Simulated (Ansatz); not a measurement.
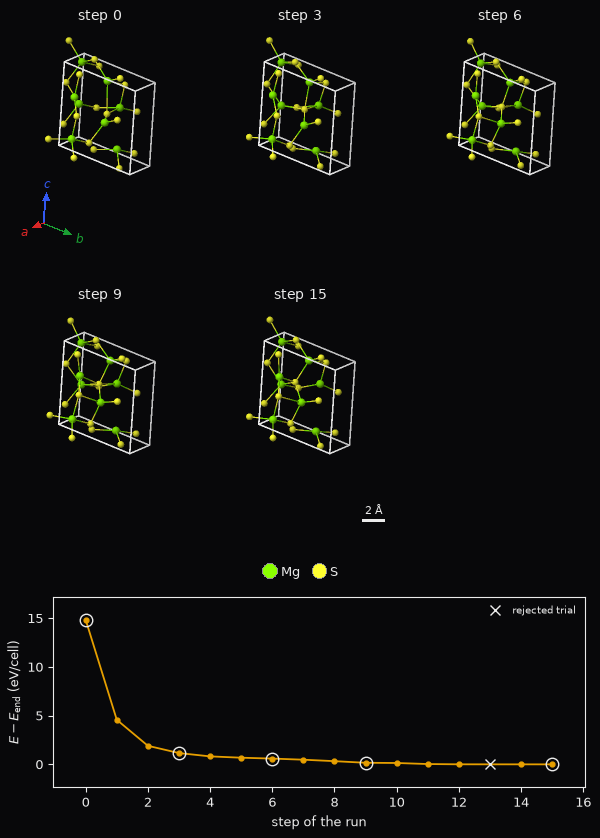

Frames of a relaxation of a defect cell of composition Mg$_{8}$S$_{7}$ (cell charge +2) (started half-way along a vacancy jump, in the symmetry of that start), marked on the history of the run. Style: ball-and-stick. Shown: the cell of the calculation (origin shifted), slightly off an axis.

The calculation used DFT PBEsol, scalar-relativistic, plane waves, PAW (Ansatz 0.2.0).

The input:
```yaml
crystal:
  lattice:
    - [4.0287906947, 0.0, -6.4151922106]
    - [4.0287906947, 0.0, 6.4151922106]
    - [-4.0287906947, -6.9780701763, 0.0]
  atoms:
    - { symbol: Mg, position: [0.9185351731, 0.4147981602, 0.3333333333] }
    - { symbol: Mg, position: [0.4185351731, 0.9147981602, 0.3333333333] }
    - { symbol: Mg, position: [0.9185351731, 0.4147981602, 0.8333333333] }
    - { symbol: Mg, position: [0.4185351731, 0.9147981602, 0.8333333333] }
    - { symbol: Mg, position: [0.3352018398, 0.3314648269, 0.1666666667] }
    - { symbol: Mg, position: [0.8352018398, 0.8314648269, 0.1666666667] }
    - { symbol: Mg, position: [0.3352018398, 0.3314648269, 0.6666666667] }
    - { symbol: Mg, position: [0.8352018398, 0.8314648269, 0.6666666667] }
    - { symbol: S, position: [0.1439653269, 0.5227013398, 0.1666666667] }
    - { symbol: S, position: [0.6439653269, 0.0227013398, 0.6666666667] }
    - { symbol: S, position: [0.1439653269, 0.5227013398, 0.6666666667] }
    - { symbol: S, position: [0.6856319936, 0.8143680064, 0.25] }
    - { symbol: S, position: [0.2272986602, 0.1060346731, 0.3333333333] }
    - { symbol: S, position: [0.7272986602, 0.6060346731, 0.8333333333] }
    - { symbol: S, position: [0.2272986602, 0.1060346731, 0.8333333333] }
total_charge: 2
basis:
  ecutwfc: 420
kpoints:
  mp_grid: { grid: [4, 4, 4] }
hamiltonian:
  xc: pbesol
scf:
  occupations: { method: gaussian, width: 0.05 }
output:
  forces: true
  stress: true
  eigenvalues: true
  write_density: true
  write_potential: true
  elf: true
  volumetric_format: npy
relax:
  adjacent_minimum: "off"
  f_tol: 0.02
  max_steps: 60
  escape_saddle: false
```

Run as
```bash
ansatz run input.yaml --threads 4 --pin off --max-ram 9216MiB --backend cpu --events-out ev --progress --plain --runs-dir out
```

### Describe the path.

S12 moves most: 1.58 Å roughly along [0 −3 1]. Largest moves by element: S 1.58 Å, Mg 0.71 Å. The cell doesn't change. Some distances before and after: Mg1–S12 4.221 → 2.404 Å, Mg2–S12 2.629 → 3.658 Å, Mg6–S12 1.440 → 2.412 Å, Mg6–S9 3.962 → 3.019 Å. New bonds form: Mg1–S12 (4.22 → 2.40 Å), Mg5–S12 (3.19 → 2.46 Å). Bonds break: Mg2–S12 (2.63 → 3.66 Å). Among the angles between lasting bonds that change: Mg2–S13–Mg5 108.0° → 128.1°, Mg2–S13–Mg6 108.0° → 88.0°, Mg1–S11–Mg4 110.9° → 93.3°. Over 14 accepted moves (15 points after the start) the energy falls by 14.832 eV per cell of the calculation. The largest force component goes from 33 to 0.019 eV/Å. The line search rejected the trial step at point 13 of the run. From step 0 to 3: S12 moves most (0.51 Å), energy −13.674 eV per cell of the calculation. From step 3 to 6: Mg6 moves most (0.52 Å), energy −0.566 eV per cell of the calculation. From step 6 to 9: Mg1 moves most (0.58 Å), energy −0.431 eV per cell of the calculation. From step 9 to 15: Mg and S atoms move most (0.48 Å), energy −0.161 eV per cell of the calculation.

```tsv
step	E − E(0), meV/atom	largest force component, eV/Å	note
0	0.00	32.8071	
1	-683.86	10.4032	
2	-861.79	2.9760	
3	-911.60	0.9171	
4	-934.28	0.3869	
5	-943.33	0.1882	
6	-949.36	0.2520	
7	-956.98	0.4044	
8	-966.99	0.5687	
9	-978.07	0.4649	
10	-979.48	0.8776	
11	-986.68	0.3025	
12	-988.49	0.0390	
13	-988.25	0.1153	rejected
14	-988.74	0.0072	
15	-988.80	0.0190
```

Limits of the set-up: the periodic images lie only 7.6 Å apart, so the values are limited by the cell's size; the cell is charged, on a uniform background, and energies carry no finite-size correction.
